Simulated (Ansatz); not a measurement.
```
Se
1.0
    -2.03312    3.52147    0.00000
     0.00000    0.00000    5.12748
     6.09936    3.52147    0.00000
Se
6
Direct
  0.87622 0.33333 0.12378
  0.37622 0.33333 0.62378
  0.24757 0.66667 0.00000
  0.74757 0.66667 0.50000
  0.37622 0.00000 0.37622
  0.87622 0.00000 0.87622
```

Space group P3₁21.

Computed with DFT PBE+D3(BJ), scalar-relativistic, plane waves, PAW (Ansatz).

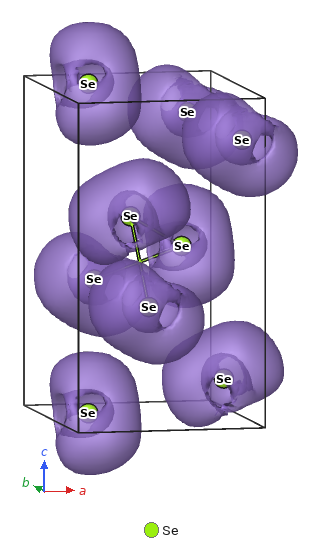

Se. Isosurface of the electron localisation function at 0.7 (purple), seen slightly off an axis. Core shells and regions of very low density are left out. Sticks mark near contacts.

In a PAW calculation such maps are meaningful between the atoms, not at the nuclei.

Where are the electrons localised?

Answer. The surface consists of six regions wrapped around Se (the valence shell of each), counted in one cell of 6 atoms. Any copies at cell faces, edges or corners count once. Along the contacts the grid gives the following. Se–Se (2.44 Å): the ELF peaks at about 0.70 between the atoms.

Does the calculation make it a metal, or give it a gap?

Answer. It is gapped, with a Kohn–Sham gap of 0.60 eV on the k-point mesh, an upper bound to the gap of this method.
